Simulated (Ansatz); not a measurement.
**Geometry relaxation, with input and output: Zr3S2 (part 1 of 2)**

- system: Zr3S2 (R-3m, 5 atoms in the cell)
- method: DFT PBE, scalar-relativistic, plane waves, PAW, no spin polarisation (Ansatz 0.2.0)

The structure was made by swapping elements on the sites of another compound; it need not be a known phase. It belongs to a series of runs on one base structure; here: anti-tetradymite type (R-3m, No. 166). Figures and captions count atoms from 1; the log counts them from 0 in places.

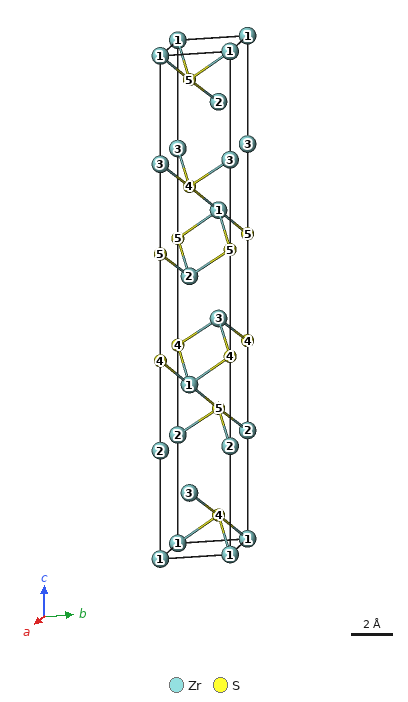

The input geometry (ball-and-stick view of the cell 3 times as large as that of the calculation, set on its symmetry axes, seen slightly off an axis; atoms are numbered from 1 in the order of the input). Near neighbours in the crystal (not all of them lie inside the picture): Zr has 6 S at 2.60 Å; Zr has 3 S at 2.56 Å; S has 6 Zr at 2.56 to 2.60 Å.

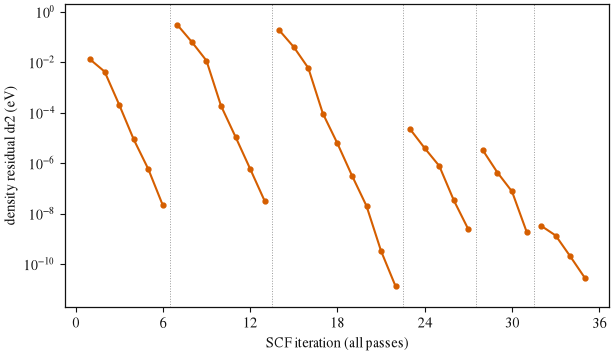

Convergence of the self-consistent field: density residual dr2 against the SCF iteration. The dotted lines part the SCF passes of the relaxation: geometry steps, rejected trials and re-solves on a re-selected basis. The 6 passes take 4 to 9 iterations each, 35 in all.

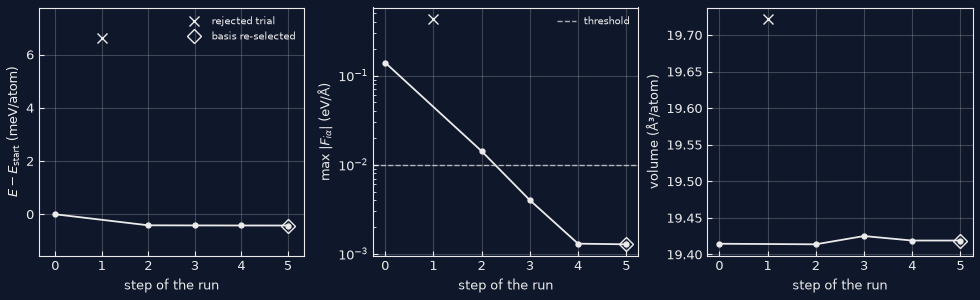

Progress of the relaxation, step by step (the first geometry is step 0 here and step 1 in the log). After 4 geometry steps the energy has fallen by 0.4 meV per atom. The largest force component goes from 0.14 to 0.0013 eV/Å. The pressure goes from 0.00 to −0.01 GPa. The line search rejected the trial step at point 1 (counted from 0) and went back. The largest moves relative to the cell, 0.008 Å, are those of S4 and S5. Largest moves by element: S 0.008 Å, Zr 0.006 Å. Distances before and after: Zr2–S5 2.557 → 2.549 Å, Zr1–S4 2.604 → 2.610 Å. The space group stays R-3m (No. 166). A last SCF at the same geometry on a re-selected plane-wave basis shifts the energy by next to nothing (0.0 meV per atom). (Atoms are counted from 1 in the order of the input.)

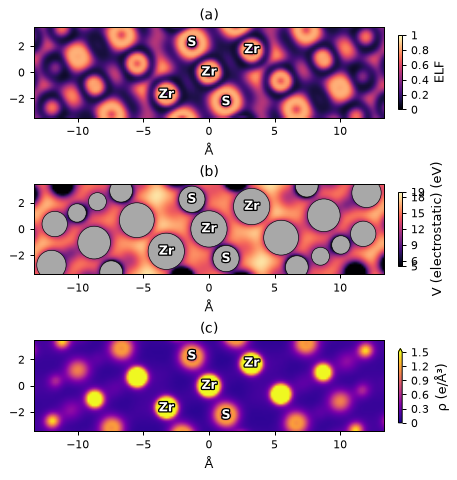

(a) ELF; (b) electrostatic potential (local pseudopotential plus Hartree) felt by an electron; (c) valence electron density on the (111) plane of the conventional cell. Grey discs, where drawn, cover atomic cores. Atoms in the plane: Zr and S. Zr–S (2.61 Å): the density is about 0.35 e/Å³ at the midpoint; the ELF is about 0.25 at the midpoint (no shared pair; the contact is polar). Away from the nuclei the density in this plane falls to 0.08 e/Å³ at its lowest. The strong features right at Zr lie inside the PAW spheres (semicore, d or f shells) and say nothing about bonding. Outside the cores the potential energy rises away from the atoms and is highest about 2.2 Å from the nearest atoms; outside the discs it spans about 12 eV, and its zero is arbitrary. Core electrons are frozen (PAW), so the fields are smoothed inside the atomic spheres.

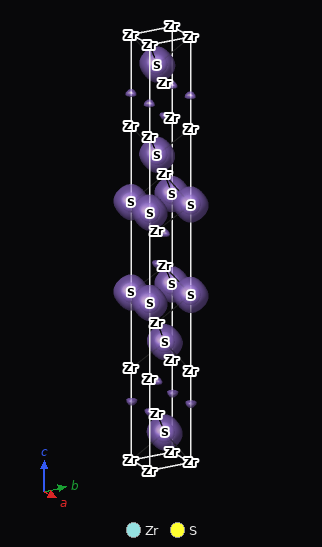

Isosurface of the electron localisation function at 0.75 (purple), seen slightly off an axis. Only the valence region is drawn (cores and ρ < 0.01 e/Å³ removed). Sticks mark near contacts. The outline is the cell set on symmetry axes. Values along the shortest contacts: Zr–S (2.55 Å): the ELF is about 0.25 at the midpoint; a polar contact without a shared pair, in a metal. Zr–S (2.61 Å): the ELF is about 0.25 at the midpoint (no shared pair; the contact is polar).

The input and output of the run follow.

The input:
```yaml
crystal:
  lattice:
    - [1.8079985615, 1.0438484562, 8.5726284799]
    - [-1.8079985615, 1.0438484562, 8.5726284799]
    - [0.0, -2.0876969124, 8.5726284799]
  atoms:
    - { symbol: Zr, position: [0.0, 0.0, 0.0] }
    - { symbol: Zr, position: [0.2153535771, 0.2153535771, 0.2153535771] }
    - { symbol: Zr, position: [0.7846464229, 0.7846464229, 0.7846464229] }
    - { symbol: S, position: [0.3938829747, 0.3938829747, 0.3938829747] }
    - { symbol: S, position: [0.6061170253, 0.6061170253, 0.6061170253] }
basis:
  ecutwfc: 420
kpoints:
  mp_grid: { grid: [12, 12, 12] }
hamiltonian:
  xc: pbe
scf:
  occupations: { method: gaussian, width: 0.1 }
output:
  forces: true
  stress: true
  eigenvalues: true
  write_density: true
  write_potential: true
  elf: true
  volumetric_format: npy
relax:
  adjacent_minimum: "off"
  f_tol: 0.01
  max_steps: 80
  cell: { stress_tol: 0.05 }
```

Launched with:
```bash
ansatz run input.yaml --threads 1 --pin off --max-ram 2560MiB --backend cpu --events-out ev --progress --plain --runs-dir out
```

The program's output:
```
basis.fft_grid_basis auto: the FFT boxes are laid along the combinations [[1, -1, 0], [0, 1, 0], [0, -1, 1]] of the cell's own vectors, 3.616, 8.823 and 3.616 Å long. The dense box has 25×60×25 points. Along the cell's own vectors, as sized, it would have 60×60×60, 5.76 times as many. Of the 12 symmetry operations that the crystal satisfies within crystal.symmetry.tolerance (time reversal apart; of a slab, those that keep its plane) the dense box along the cell's own vectors carries 12, and the one as laid loses 8 of those. basis.fft_grid_basis: typed keeps the cell's own vectors: state it where this run's energies or levels are differenced outside the engine with another run's, or held beside a run that keeps those vectors. Those combinations have planes normal to reciprocal vector 3, as the cell's own vectors have. Each planar average written beside output.write_density, output.write_potential has a row for each plane of the box: 25. The volumetric files lie along those combinations, not along the cell's own vectors: a cube or XSF file states them, and fields.json those of NumPy files.
Engine: ansatz 0.2.0, x86_64-unknown-linux-gnu
Pseudopotentials: kind: paw
Pseudopotential: Zr, paw, valence charge 12, recommended cutoff 420 eV (normal), Zr.paw.azcp
Pseudopotential: S, paw, valence charge 6, recommended cutoff 420 eV (normal), S.paw.azcp
Functional definition: PBE
  parameter kappa = 0.804
  parameter beta = 0.06672455060314922
  exchange = pbe_x(kappa = kappa, mu = beta*pi^2/3)
  correlation = pbe_c(beta = beta)
Crystal: 5 atoms, lattice volume = 97.074 Å³
Basis set: ecut = 420 eV, 1853 PW (Γ), FFT grids on a1−a2, a2, −a2+a3, exchange–correlation on 50×120×50 points (8 copies of the dense FFT grid, shifted against one another)
Bands: 29, of which v1, the nominal top of the filled ones, is band 24 counted from 1 (23 counted from 0)
Symmetry: 12 space group operations
Space group: R-3m (ITA 166), of the structure as read, at distance tolerance 4.6e-5 Å
k-points: 189 of 1728
Non-local potential: Zr, projectors of the file, l = 0: 3, l = 1: 2, l = 2: 2, l = 3: 2
Non-local potential: S, projectors of the file, l = 0: 2, l = 1: 2, l = 2: 2
PAW form: soft (Blöchl's): semilocal exchange-correlation on the pseudo side does not see the compensation charge
PAW one-centre angular grid: Zr, 590 points (default); XC on 64 Gauss nodes
PAW one-centre angular grid: S, 110 points (default); XC on 64 Gauss nodes
Initial density: superposition of atomic densities (neutral atoms: chi_scale 0, normalization atom), corrected by the library's trained network
Initial wavefunctions: pseudopotential atomic-orbital guess
Functional: x = pbe(κ = 0.804, μ = 0.2195149727645171), c = pbe(β = 0.06672455060314922)
SCF iter   1: F=—  HF=-14361.603151 eV  |F-HF|=—  |Δ(HF+E_count)|=         —  Δρ=3.41e-3  dr2=1.31e-2  ethr=1.77e-3  ⟨swp⟩=5.2  Hψ=22729  notcnv=0
preconditioner: auto → Kerker (q_TF=auto, 2.426 Å⁻¹)  [metal: Δε(μ)=0.005 eV  Ē_g=7.056 eV  σ=0.100 eV  W_gap=0.03  n_scr=30 (ndim 8)  ℏωp=18.5 eV  f_vac=0.000  D(μ)=3.31/eV (n_scr^D=30)]
SCF iter   2: F=—  HF=-14361.599359 eV  |F-HF|=—  |Δ(HF+E_count)|=   3.79e-3  Δρ=2.01e-3  dr2=4.31e-3  ethr=2.72e-5  ⟨swp⟩=1.3  Hψ=7767  notcnv=0
SCF iter   3: F=—  HF=-14361.599378 eV  |F-HF|=—  |Δ(HF+E_count)|=   1.82e-5  Δρ=3.81e-4  dr2=2.11e-4  ethr=8.99e-6  ⟨swp⟩=2.5  Hψ=8592  notcnv=0
SCF iter   4: F=—  HF=-14361.599350 eV  |F-HF|=—  |Δ(HF+E_count)|=   2.77e-5  Δρ=8.16e-5  dr2=8.87e-6  ethr=4.39e-7  ⟨swp⟩=2.1  Hψ=7907  notcnv=0
SCF iter   5: F=—  HF=-14361.599396 eV  |F-HF|=—  |Δ(HF+E_count)|=   4.63e-5  Δρ=2.03e-5  dr2=5.95e-7  ethr=1.85e-8  ⟨swp⟩=2.2  Hψ=8750  notcnv=0
SCF iter   6: F=-14361.599396 eV  HF=-14361.599396 eV  |F-HF|=6.71e-10  |Δ(HF+E_count)|=  8.06e-10  Δρ=4.42e-6  dr2=2.17e-8  ethr=2.08e-10  ⟨swp⟩=10.3  Hψ=38213  notcnv=0
SCF 1 converged in 6 iterations: F = -14361.599396 eV  dr2 = 2.17e-8
  greatest PAW one-centre occupation: 0.996 electrons in one spin orbital (limit 2), on the Zr atom at site 2 (counted from 0), in its partial waves of l = 0
relax step   1: F+E_penalty+E_count = -14361.59939628 eV  Δ(F+E_penalty+E_count) = +0.000e0 eV  max|allowed force component| = 1.399e-1 eV/Å  Δτ_max = 0.0000 Å  P = +0.003 GPa  Ω = 97.074 Å³  (6 SCF iters, dr2 threshold 1.00e-7 eV, accepted)
Crystal: 5 atoms, lattice volume = 98.611 Å³
Basis set: ecut = 420 eV, 1895 PW (Γ), FFT grids on a1−a2, a2, −a2+a3, exchange–correlation on 50×120×50 points (8 copies of the dense FFT grid, shifted against one another)
Initial density: handed on by an earlier stage of this run
Initial wavefunctions: those handed on with the density
iter 1 solved again at ethr=6.54e-4 eV; its pass at ethr=3.10e-3 eV (dr2=3.14e-1 eV) is discarded
SCF iter   1: F=—  HF=-14361.596323 eV  |F-HF|=—  |Δ(HF+E_count)|=         —  Δρ=5.56e-3  dr2=3.05e-1  ethr=6.54e-4  ⟨swp⟩=1.0  Hψ=29404  notcnv=0
preconditioner: auto → Kerker (q_TF=auto, 2.420 Å⁻¹)  [metal: Δε(μ)=0.004 eV  Ē_g=7.060 eV  σ=0.100 eV  W_gap=0.03  n_scr=30 (ndim 8)  ℏωp=18.3 eV  f_vac=0.000  D(μ)=3.47/eV (n_scr^D=30)]
SCF iter   2: F=—  HF=-14361.575986 eV  |F-HF|=—  |Δ(HF+E_count)|=   2.03e-2  Δρ=2.75e-3  dr2=6.40e-2  ethr=6.35e-4  ⟨swp⟩=1.3  Hψ=5600  notcnv=0
SCF iter   3: F=—  HF=-14361.567826 eV  |F-HF|=—  |Δ(HF+E_count)|=   8.16e-3  Δρ=1.07e-3  dr2=1.17e-2  ethr=1.33e-4  ⟨swp⟩=2.0  Hψ=5918  notcnv=0
SCF iter   4: F=—  HF=-14361.566199 eV  |F-HF|=—  |Δ(HF+E_count)|=   1.63e-3  Δρ=2.79e-4  dr2=1.90e-4  ethr=2.44e-5  ⟨swp⟩=2.0  Hψ=6418  notcnv=0
SCF iter   5: F=—  HF=-14361.566195 eV  |F-HF|=—  |Δ(HF+E_count)|=   4.30e-6  Δρ=7.92e-5  dr2=1.11e-5  ethr=3.95e-7  ⟨swp⟩=2.0  Hψ=7118  notcnv=0
SCF iter   6: F=—  HF=-14361.566194 eV  |F-HF|=—  |Δ(HF+E_count)|=   1.19e-6  Δρ=2.06e-5  dr2=6.09e-7  ethr=2.31e-8  ⟨swp⟩=2.0  Hψ=7316  notcnv=0
SCF iter   7: F=-14361.566194 eV  HF=-14361.566194 eV  |F-HF|=1.85e-8  |Δ(HF+E_count)|=   9.17e-8  Δρ=3.80e-6  dr2=3.22e-8  ethr=1.04e-9  ⟨swp⟩=10.6  Hψ=39205  notcnv=0
the search or the solves at the SCF's close seem to have found levels that the self-consistency loop had missed (the run counts 1). By its estimate they hold under 1e-12 electrons; where the run keeps them, the occupations were computed again with them
SCF 2 converged in 7 iterations: F = -14361.566194 eV  dr2 = 3.22e-8
relax step   2: F+E_penalty+E_count = -14361.56619373 eV  Δ(F+E_penalty+E_count) = +3.320e-2 eV  max|allowed force component| = 4.340e-1 eV/Å  Δτ_max = 0.0558 Å  P = -1.412 GPa  Ω = 98.611 Å³  energy of the carried Pulay correction = -2.318e-4 eV  (7 SCF iters, dr2 threshold 5.00e-7 eV, rejected (line search))
Crystal: 5 atoms, lattice volume = 97.070 Å³
iter 1 solved again at ethr=3.79e-4 eV; its pass at ethr=3.10e-3 eV (dr2=1.82e-1 eV) is discarded
SCF iter   1: F=—  HF=-14361.620703 eV  |F-HF|=—  |Δ(HF+E_count)|=         —  Δρ=4.60e-3  dr2=1.88e-1  ethr=3.79e-4  ⟨swp⟩=1.0  Hψ=28913  notcnv=0
preconditioner: auto → Kerker (q_TF=auto, 2.426 Å⁻¹)  [metal: Δε(μ)=0.004 eV  Ē_g=7.010 eV  σ=0.100 eV  W_gap=0.02  n_scr=30 (ndim 8)  ℏωp=18.5 eV  f_vac=0.000  D(μ)=3.33/eV (n_scr^D=30)]
SCF iter   2: F=—  HF=-14361.607562 eV  |F-HF|=—  |Δ(HF+E_count)|=   1.31e-2  Δρ=2.28e-3  dr2=4.07e-2  ethr=3.79e-4  ⟨swp⟩=1.3  Hψ=5610  notcnv=0
SCF iter   3: F=—  HF=-14361.602309 eV  |F-HF|=—  |Δ(HF+E_count)|=   5.25e-3  Δρ=8.22e-4  dr2=5.97e-3  ethr=8.49e-5  ⟨swp⟩=2.0  Hψ=5984  notcnv=0
SCF iter   4: F=—  HF=-14361.601425 eV  |F-HF|=—  |Δ(HF+E_count)|=   8.84e-4  Δρ=2.07e-4  dr2=9.40e-5  ethr=1.24e-5  ⟨swp⟩=2.0  Hψ=6235  notcnv=0
SCF iter   5: F=—  HF=-14361.601469 eV  |F-HF|=—  |Δ(HF+E_count)|=   4.36e-5  Δρ=5.83e-5  dr2=6.15e-6  ethr=1.96e-7  ⟨swp⟩=2.0  Hψ=7021  notcnv=0
SCF iter   6: F=—  HF=-14361.601469 eV  |F-HF|=—  |Δ(HF+E_count)|=   4.81e-7  Δρ=1.53e-5  dr2=3.28e-7  ethr=1.28e-8  ⟨swp⟩=2.0  Hψ=7369  notcnv=0
SCF iter   7: F=—  HF=-14361.601469 eV  |F-HF|=—  |Δ(HF+E_count)|=   2.30e-7  Δρ=2.85e-6  dr2=2.04e-8  ethr=6.84e-10  ⟨swp⟩=2.0  Hψ=7816  notcnv=0
SCF iter   8: F=—  HF=-14361.601469 eV  |F-HF|=—  |Δ(HF+E_count)|=  7.49e-10  Δρ=5.57e-7  dr2=3.35e-10  ethr=4.24e-11  ⟨swp⟩=1.9  Hψ=6278  notcnv=0
SCF iter   9: F=-14361.601469 eV  HF=-14361.601469 eV  |F-HF|=0.00e0  |Δ(HF+E_count)|=  8.37e-11  Δρ=1.10e-7  dr2=1.33e-11  ethr=1.00e-12  ⟨swp⟩=6.8  Hψ=27852  notcnv=0
SCF 3 converged in 9 iterations: F = -14361.601469 eV  dr2 = 1.33e-11
```
